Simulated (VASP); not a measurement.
# Geometry relaxation, with input and output: WC (part 2 of 2)

The same run, continued: WC (P-6m2, 2 atoms in the cell); Kohn-Sham DFT of a periodic cell, PBEsol with D3, VASP PAW PBE potentials, recommended, no spin polarisation (VASP 6.6.1); cutoff 600 eV, 10×10×9 k-mesh, fermi-dirac of 0.05 eV. The structure derives from an entry of the Crystallography Open Database.

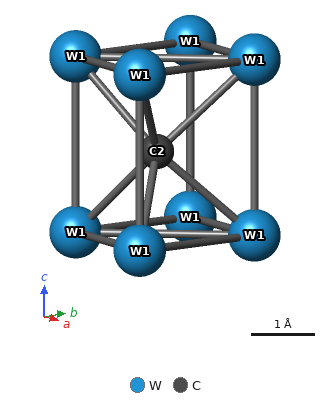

*The geometry at step 3 of the log (ball-and-stick view of the cell of the calculation, seen slightly off an axis; atoms are numbered from 1 in the order of the input).*

Parts of OUTCAR, continued
```
 -----------------------------------------------------------------------------
  energy-cutoff  :      600.00
  volume of cell :       20.75
      direct lattice vectors                 reciprocal lattice vectors
     2.906500000  0.000000000  0.000000000     0.344056425  0.198641070  0.000000000
    -1.453250000  2.517102836  0.000000000     0.000000000  0.397282139  0.000000000
     0.000000000  0.000000000  2.836600000     0.000000000  0.000000000  0.352534725

 POSITION                                       TOTAL-FORCE (eV/Angst)
 -----------------------------------------------------------------------------------
      0.00000      0.00000      0.00000        -0.000000      0.000000      0.000000
      1.45325      0.83903      1.41830         0.000000     -0.000000      0.000000
 -----------------------------------------------------------------------------------
    total drift:                                0.000000     -0.000000      0.000000

  FREE ENERGIE OF THE ION-ELECTRON SYSTEM (eV)
  ---------------------------------------------------
  free  energy   TOTEN  =       -24.4806889360 eV

  energy  without entropy=      -24.4788992217  energy(sigma->0) =      -24.47979408

--------------------------------------- Ionic step        2  -------------------------------------------

 number of electron      18.0000000 magnetization

------------------------ aborting loop because EDIFF is reached ----------------------------------------

 Edisp (eV)   -0.60591

 E8    (eV) :    -0.3851

  FORCE on cell =-STRESS in cart. coord.  units (eV):
  Direction    XX          YY          ZZ          XY          YZ          ZX
  --------------------------------------------------------------------------------------
  -------------------------------------------------------------------------------------
  Total       2.22376     2.22376     2.70034     0.00000     0.00000     0.00000
  in kB     181.91335   181.91335   220.89921     0.00000     0.00000     0.00000
  external pressure =      194.91 kB  Pullay stress =        0.00 kB

 VOLUME and BASIS-vectors are now :
 -----------------------------------------------------------------------------
  energy-cutoff  :      600.00
  volume of cell :       19.59
      direct lattice vectors                 reciprocal lattice vectors
     2.850562127  0.000000000  0.000000000     0.350808000  0.202539094  0.000000000
    -1.425281064  2.468659217 -0.000000000    -0.000000000  0.405078187  0.000000000
     0.000000000 -0.000000000  2.783191192    -0.000000000  0.000000000  0.359299786

 POSITION                                       TOTAL-FORCE (eV/Angst)
 -----------------------------------------------------------------------------------
     -0.00000      0.00000     -0.00000        -0.000000     -0.000000      0.000000
      1.42528      0.82289      1.39160         0.000000      0.000000      0.000000
 -----------------------------------------------------------------------------------
    total drift:                               -0.000000      0.000000      0.000000

  FREE ENERGIE OF THE ION-ELECTRON SYSTEM (eV)
  ---------------------------------------------------
  free  energy   TOTEN  =       -24.4366853241 eV

  energy  without entropy=      -24.4347191657  energy(sigma->0) =      -24.43570224

--------------------------------------- Ionic step        3  -------------------------------------------

 number of electron      18.0000001 magnetization

------------------------ aborting loop because EDIFF is reached ----------------------------------------

 Edisp (eV)   -0.58317

 E8    (eV) :    -0.3707

  FORCE on cell =-STRESS in cart. coord.  units (eV):
  Direction    XX          YY          ZZ          XY          YZ          ZX
  --------------------------------------------------------------------------------------
  -------------------------------------------------------------------------------------
  Total      -0.05569    -0.05569     0.07879     0.00000    -0.00000     0.00000
  in kB      -4.36423    -4.36423     6.17446     0.00000    -0.00000     0.00000
  external pressure =       -0.85 kB  Pullay stress =        0.00 kB

 VOLUME and BASIS-vectors are now :
 -----------------------------------------------------------------------------
  energy-cutoff  :      600.00
  volume of cell :       20.45
      direct lattice vectors                 reciprocal lattice vectors
     2.891996087  0.000000000  0.000000000     0.345781934  0.199637293  0.000000000
    -1.445998043  2.504542079 -0.000000000    -0.000000000  0.399274585  0.000000000
     0.000000000 -0.000000000  2.822751838    -0.000000000  0.000000000  0.354264228

 POSITION                                       TOTAL-FORCE (eV/Angst)
 -----------------------------------------------------------------------------------
     -0.00000     -0.00000      2.82275         0.000000      0.000000     -0.000000
      1.44600      0.83485      1.41138        -0.000000     -0.000000      0.000000
 -----------------------------------------------------------------------------------
    total drift:                                0.000000     -0.000000      0.000000

  FREE ENERGIE OF THE ION-ELECTRON SYSTEM (eV)
  ---------------------------------------------------
  free  energy   TOTEN  =       -24.4867250637 eV

  energy  without entropy=      -24.4849290549  energy(sigma->0) =      -24.48582706

--------------------------------------- Ionic step        4  -------------------------------------------

 number of electron      18.0000001 magnetization

------------------------ aborting loop because EDIFF is reached ----------------------------------------

 Edisp (eV)   -0.58332

 E8    (eV) :    -0.3708

  FORCE on cell =-STRESS in cart. coord.  units (eV):
  Direction    XX          YY          ZZ          XY          YZ          ZX
  --------------------------------------------------------------------------------------
  -------------------------------------------------------------------------------------
  Total      -0.04197    -0.04197     0.09455     0.00000    -0.00000    -0.00000
  in kB      -3.28992    -3.28992     7.41152     0.00000    -0.00000    -0.00000
  external pressure =        0.28 kB  Pullay stress =        0.00 kB

 VOLUME and BASIS-vectors are now :
 -----------------------------------------------------------------------------
  energy-cutoff  :      600.00
  volume of cell :       20.44
      direct lattice vectors                 reciprocal lattice vectors
     2.891706008  0.000000000  0.000000000     0.345816621  0.199657319  0.000000000
    -1.445853004  2.504290863 -0.000000000    -0.000000000  0.399314638  0.000000000
     0.000000000 -0.000000000  2.822474874    -0.000000000  0.000000000  0.354298991

 POSITION                                       TOTAL-FORCE (eV/Angst)
 -----------------------------------------------------------------------------------
     -0.00000      0.00000     -0.00000        -0.000000     -0.000000      0.000000
      1.44585      0.83476      1.41124         0.000000      0.000000      0.000000
 -----------------------------------------------------------------------------------
    total drift:                                0.000000     -0.000000      0.000000

  FREE ENERGIE OF THE ION-ELECTRON SYSTEM (eV)
  ---------------------------------------------------
  free  energy   TOTEN  =       -24.4867268168 eV

  energy  without entropy=      -24.4849303414  energy(sigma->0) =      -24.48582858

--------------------------------------- Ionic step        5  -------------------------------------------

 number of electron      18.0000000 magnetization

------------------------ aborting loop because EDIFF is reached ----------------------------------------

 Edisp (eV)   -0.58377

 E8    (eV) :    -0.3712

  FORCE on cell =-STRESS in cart. coord.  units (eV):
  Direction    XX          YY          ZZ          XY          YZ          ZX
  --------------------------------------------------------------------------------------
  -------------------------------------------------------------------------------------
  Total       0.04770     0.04770    -0.08604    -0.00000    -0.00000     0.00000
  in kB       3.74019     3.74019    -6.74642    -0.00000    -0.00000     0.00000
  external pressure =        0.24 kB  Pullay stress =        0.00 kB

 VOLUME and BASIS-vectors are now :
 -----------------------------------------------------------------------------
  energy-cutoff  :      600.00
  volume of cell :       20.43
      direct lattice vectors                 reciprocal lattice vectors
     2.888722697  0.000000000 -0.000000000     0.346173761  0.199863514  0.000000000
    -1.444361349  2.501707241  0.000000000    -0.000000000  0.399727028  0.000000000
     0.000000000 -0.000000000  2.827500616     0.000000000 -0.000000000  0.353669242

 POSITION                                       TOTAL-FORCE (eV/Angst)
 -----------------------------------------------------------------------------------
      2.88872      0.00000     -0.00000         0.000000     -0.000000      0.000000
      1.44436      0.83390      1.41375        -0.000000      0.000000     -0.000000
 -----------------------------------------------------------------------------------
    total drift:                                0.000000     -0.000000     -0.000000

  FREE ENERGIE OF THE ION-ELECTRON SYSTEM (eV)
  ---------------------------------------------------
  free  energy   TOTEN  =       -24.4867286660 eV

  energy  without entropy=      -24.4849256143  energy(sigma->0) =      -24.48582714

--------------------------------------- Ionic step        6  -------------------------------------------

 number of electron      18.0000000 magnetization

 Free energy of the ion-electron system (eV)
  ---------------------------------------------------
  ext. energy  EPLUGINS =         0.00000000
  ---------------------------------------------------
  free energy    TOTEN  =       -23.90324232 eV

  energy without entropy =      -23.90144418  energy(sigma->0) =      -23.90234325

 E-fermi :  11.1442     XC(G=0): -14.0136     alpha+bet :-19.0390

 val. band max:       11.0463183466   @ k =   0.0000   0.0000   0.3333
 cond. band min:      11.1484853492   @ k =   0.1000   0.0000   0.3333
 fundamental gap:      0.1021670026
 Fermi energy:        11.1442161470

 k-point     1 :       0.0000    0.0000    0.0000
  band No.  band energies     occupation
      1     -62.7486      2.00000
      2     -26.7429      2.00000
      3     -26.6224      2.00000
      4     -26.6224      2.00000
      5      -3.3972      2.00000
      6       6.7307      2.00000
      7       7.7685      2.00000
      8       7.7685      2.00000
      9      11.2517      0.20864
     10      14.4467      0.00000
     11      14.4467      0.00000
     12      16.8832      0.00000
     13      16.8832      0.00000

 k-point     2 :       0.1000    0.0000    0.0000
  band No.  band energies     occupation
      1     -62.7426      2.00000
      2     -26.7315      2.00000
      3     -26.7102      2.00000
      4     -26.6422      2.00000
      5      -3.1292      2.00000
      6       6.7711      2.00000
      7       7.4634      2.00000
      8       8.0188      2.00000
      9      10.5264      1.99999
     10      14.3498      0.00000
     11      15.2535      0.00000
     12      16.3572      0.00000
     13      16.6989      0.00000

 k-point     3 :       0.2000    0.0000    0.0000
  band No.  band energies     occupation
      1     -62.7267      2.00000
      2     -26.9348      2.00000
      3     -26.7017      2.00000
      4     -26.6937      2.00000
      5      -2.3935      2.00000
      6       6.0613      2.00000
      7       7.6471      2.00000
      8       8.7047      2.00000
      9       9.3285      2.00000
     10      14.1062      0.00000
     11      15.3033      0.00000
     12      16.2932      0.00000
     13      16.5884      0.00000

 k-point     4 :       0.3000    0.0000    0.0000
  band No.  band energies     occupation
      1     -62.7071      2.00000
      2     -27.2027      2.00000
      3     -26.7566      2.00000
      4     -26.6646      2.00000
      5      -1.3808      2.00000
      6       5.0730      2.00000
      7       7.9403      2.00000
      8       8.3193      2.00000
      9       9.6176      2.00000
     10      13.8227      0.00000
     11      14.7807      0.00000
     12      15.9380      0.00000
     13      17.5677      0.00000

 k-point     5 :       0.4000    0.0000    0.0000
  band No.  band energies     occupation
      1     -62.6912      2.00000
      2     -27.4124      2.00000
      3     -26.8069      2.00000
      4     -26.6344      2.00000
      5      -0.4077      2.00000
      6       4.3323      2.00000
      7       7.6714      2.00000
      8       7.7195      2.00000
      9      10.4049      2.00000
     10      13.6060      0.00000
     11      15.4416      0.00000
     12      15.7978      0.00000
     13      18.0052      0.00000

 [... the levels of 18 k-points are left out ...]

 k-point    24 :       0.4000    0.1000    0.1111
  band No.  band energies     occupation
      1     -62.6802      2.00000
      2     -27.4334      2.00000
      3     -26.8643      2.00000
      4     -26.7106      2.00000
      5       0.1331      2.00000
      6       4.1575      2.00000
      7       6.8519      2.00000
      8       8.3766      2.00000
      9       9.8586      2.00000
     10      13.8573      0.00000
     11      15.2980      0.00000
     12      16.2218      0.00000
     13      18.3022      0.00000

 [... further k-points ...]

------------------------ aborting loop because EDIFF is reached ----------------------------------------

 Edisp (eV)   -0.58355

 E8    (eV) :    -0.3710

  FORCE on cell =-STRESS in cart. coord.  units (eV):
  Direction    XX          YY          ZZ          XY          YZ          ZX
  --------------------------------------------------------------------------------------
  -------------------------------------------------------------------------------------
  Total       0.00291     0.00291     0.00354     0.00000     0.00000     0.00000
  in kB       0.22799     0.22799     0.27784     0.00000     0.00000     0.00000
  external pressure =        0.24 kB  Pullay stress =        0.00 kB

 VOLUME and BASIS-vectors are now :
 -----------------------------------------------------------------------------
  energy-cutoff  :      600.00
  volume of cell :       20.44
      direct lattice vectors                 reciprocal lattice vectors
     2.890204555  0.000000000 -0.000000000     0.345996272  0.199761041  0.000000000
    -1.445102277  2.502990567  0.000000000    -0.000000000  0.399522081  0.000000000
     0.000000000 -0.000000000  2.825004251     0.000000000 -0.000000000  0.353981768

 POSITION                                       TOTAL-FORCE (eV/Angst)
 -----------------------------------------------------------------------------------
     -0.00000      0.00000      0.00000        -0.000000      0.000000      0.000000
      1.44510      0.83433      1.41250         0.000000     -0.000000      0.000000
 -----------------------------------------------------------------------------------
    total drift:                                0.000000     -0.000000      0.000000

  FREE ENERGIE OF THE ION-ELECTRON SYSTEM (eV)
  ---------------------------------------------------
  free  energy   TOTEN  =       -24.4867908329 eV

  energy  without entropy=      -24.4849926850  energy(sigma->0) =      -24.48589176

 reached required accuracy - stopping structural energy minimisation
```

CONTCAR
```
WC
   1.00000000000000
     2.8902045547428910    0.0000000000000000   -0.0000000000000000
    -1.4451022773714455    2.5029905665413561    0.0000000000000000
     0.0000000000000000   -0.0000000000000000    2.8250042512189584
  W               C
     1     1
Direct
     0.0000000000000000    0.0000000000000000    0.0000000000000000
     0.6666666667000030    0.3333333332999970    0.5000000000000000

  0.00000000E+00  0.00000000E+00  0.00000000E+00
  0.00000000E+00  0.00000000E+00  0.00000000E+00
```

Trajectory as extended XYZ (Å, eV, eV/Å), 6 frames, from step=0 to step=5
```
2
Lattice="2.9065 0.0000 0.0000 -1.4532 2.5171 0.0000 0.0000 0.0000 2.8366" Properties=species:S:1:pos:R:3:forces:R:3 step=0 energy=-24.48069
W     0.0000    0.0000    0.0000    0.0000   0.0000   0.0000
C     1.4532    0.8390    1.4183    0.0000   0.0000   0.0000
2
Lattice="2.8506 0.0000 0.0000 -1.4253 2.4687 -0.0000 0.0000 -0.0000 2.7832" Properties=species:S:1:pos:R:3:forces:R:3 step=1 energy=-24.43669
W     0.0000    0.0000    0.0000    0.0000   0.0000   0.0000
C     1.4253    0.8229    1.3916    0.0000   0.0000   0.0000
2
Lattice="2.8920 0.0000 0.0000 -1.4460 2.5045 -0.0000 0.0000 -0.0000 2.8228" Properties=species:S:1:pos:R:3:forces:R:3 step=2 energy=-24.48673
W     0.0000    0.0000    2.8228    0.0000   0.0000   0.0000
C     1.4460    0.8348    1.4114    0.0000   0.0000   0.0000
2
Lattice="2.8917 0.0000 0.0000 -1.4459 2.5043 -0.0000 0.0000 -0.0000 2.8225" Properties=species:S:1:pos:R:3:forces:R:3 step=3 energy=-24.48673
W     0.0000    0.0000    0.0000    0.0000   0.0000   0.0000
C     1.4459    0.8348    1.4112    0.0000   0.0000   0.0000
2
Lattice="2.8887 0.0000 -0.0000 -1.4444 2.5017 0.0000 0.0000 -0.0000 2.8275" Properties=species:S:1:pos:R:3:forces:R:3 step=4 energy=-24.48673
W     2.8887    0.0000    0.0000    0.0000   0.0000   0.0000
C     1.4444    0.8339    1.4138    0.0000   0.0000   0.0000
2
Lattice="2.8902 0.0000 -0.0000 -1.4451 2.5030 0.0000 0.0000 -0.0000 2.8250" Properties=species:S:1:pos:R:3:forces:R:3 step=5 energy=-24.48679
W     0.0000    0.0000    0.0000    0.0000   0.0000   0.0000
C     1.4451    0.8343    1.4125    0.0000   0.0000   0.0000
```

This output came from the following input.

INCAR
```
  ALGO = Normal
  EDIFF = 1E-7
  EDIFFG = -0.01
  ENCUT = 600
  GGA = PS
  IBRION = 2
  ISIF = 3
  ISMEAR = -1
  IVDW = 11
  LASPH = T
  LCHARG = F
  LREAL = F
  LWAVE = F
  NELM = 60
  NSW = 60
  PREC = Accurate
  SIGMA = 0.05
```

KPOINTS
```
k-points
0
Gamma
  10 10 9
```

POSCAR
```
WC
1.0
    2.9065000000      0.0000000000      0.0000000000
   -1.4532500000      2.5171028361      0.0000000000
    0.0000000000      0.0000000000      2.8366000000
W C
1 1
Direct
    0.0000000000      0.0000000000      0.0000000000
    0.6666666667      0.3333333333      0.5000000000
```

Run as:
```bash
cat potpaw_PBE.64/W_sv/POTCAR potpaw_PBE.64/C/POTCAR > POTCAR
mpirun -np 1 vasp_std > vasp.out
```

Results in brief

```tsv
quantity	value
outcome	converged
space group (tolerance 0.01 Å)	P-6m2 (187)
electrons treated	18
free energy	−24.4868 eV
dispersion energy	−0.5836 eV
Fermi energy	11.144 eV
gap on the k-point mesh	none (metallic)
pressure	0.02 GPa
final volume	20.44 Å³
largest force (length of the vector) at the end	under 0.001 eV/Å
final cell	a = 2.890 Å, b = 2.890 Å, c = 2.825 Å, α = 90.00°, β = 90.00°, γ = 120.00°
hardware	1 thread of Intel Xeon (Granite Rapids), 64 GiB of memory available, shared host
wall time	24 s
peak memory	0.17 GiB
```

Notes

Spin–orbit coupling is left out, which matters for W.
